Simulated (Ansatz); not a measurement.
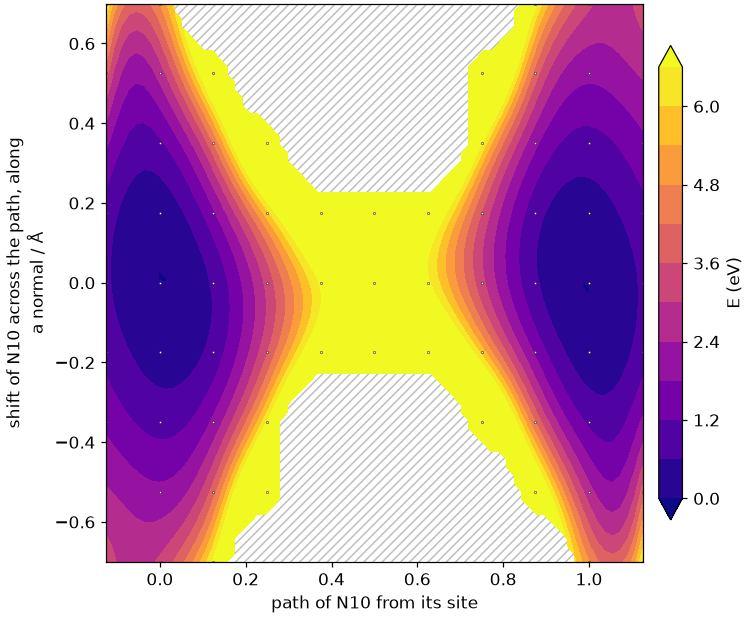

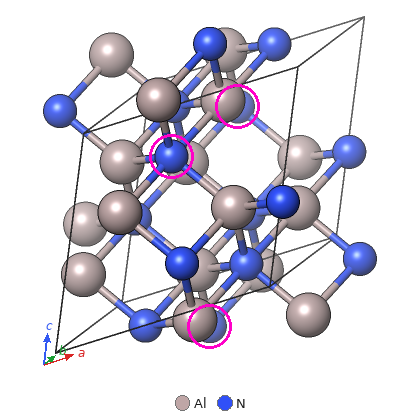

Energy landscape of AlN (P6_3/mmc phase) with one N vacancy (11 atoms in the cell, cell charge +3). An atom moved over a plane that holds its own site and a neighbouring vacancy (x along [2 1 0], y along [0 1 0], z along [0 0 1] of the conventional cell). The first coordinate is: path of N10 from its site (0) to the vacancy (1), 2.836 Å; the second: shift of N10 across the path, along a normal. Nothing is relaxed (all other atoms held at the sites of the perfect crystal). The scan uses an 11 × 9 grid; 37 points were computed and 36 follow by symmetry. At 26 points there is no value (left out of the scan, as a rule where atoms come close). Points are written as (first, second). Energies are in eV per cell, from the lowest grid point. The cell is charged on a uniform background, without a charge correction. Method: Ansatz 0.2.0, DFT PBE, scalar-relativistic, plane waves, PAW. Settings: cutoff 420 eV, k-mesh 6×6×6, gaussian smearing 0.05 eV, no spin polarisation.

Drawn: filled contours, dots at the grid points, one colour for all values above the top of the scale, hatched blanks where no value was computed. Between grid points the surface is interpolated. The second picture is the structure at the lowest point; rings mark the moved atoms.

Describe this landscape.

The lowest grid point is at (0.000, 0.000 Å) [nearest 3 Al at 1.91 Å]; the map holds 2 wells of about this depth. No other kind of well shows on this grid. The highest grid point, (0.250, −0.525 Å) [nearest 1 Al at 1.22 Å], lies 12.9 eV above the lowest. On the interpolated surface the easiest way out of the lowest well to a well of about the same depth near (1.000, 0.000 Å) [nearest 3 Al at 1.91 Å] passes a barrier of about 8.5 eV.

Grid values (eV):

| second ↓, first → | −0.125 | 0.000 | 0.125 | 0.250 | 0.375 | 0.500 | 0.625 | 0.750 | 0.875 | 1.000 | 1.125 |
| --- | --- | --- | --- | --- | --- | --- | --- | --- | --- | --- | --- |
| 0.700 | 6.6 | 4.8 | – | – | – | – | – | – | 6.7 | 3.1 | 3.3 |
| 0.525 | 3.8 | 2.6 | 8.7 | – | – | – | – | 12.9 | 3.9 | 1.9 | 2.5 |
| 0.350 | 1.9 | 1.1 | 4.2 | 12.6 | – | – | – | 6.6 | 1.9 | 1.0 | 1.7 |
| 0.175 | 0.9 | 0.2 | 1.7 | 5.8 | 10.9 | 12.3 | 8.4 | 3.6 | 0.8 | 0.3 | 1.0 |
| 0.000 | 0.7 | 0.0 | 0.7 | 3.2 | 6.7 | 8.5 | 6.7 | 3.2 | 0.7 | 0.0 | 0.7 |
| −0.175 | 1.0 | 0.3 | 0.8 | 3.6 | 8.4 | 12.3 | 10.9 | 5.8 | 1.7 | 0.2 | 0.9 |
| −0.350 | 1.7 | 1.0 | 1.9 | 6.6 | – | – | – | 12.6 | 4.2 | 1.1 | 1.9 |
| −0.525 | 2.5 | 1.9 | 3.9 | 12.9 | – | – | – | – | 8.7 | 2.6 | 3.8 |
| −0.700 | 3.3 | 3.1 | 6.7 | – | – | – | – | – | – | 4.8 | 6.6 |

Time for the 37 points that were run: 10 min on 4 threads of Arm Neoverse V1, on a shared host.

PAW datasets: the set soft_1.
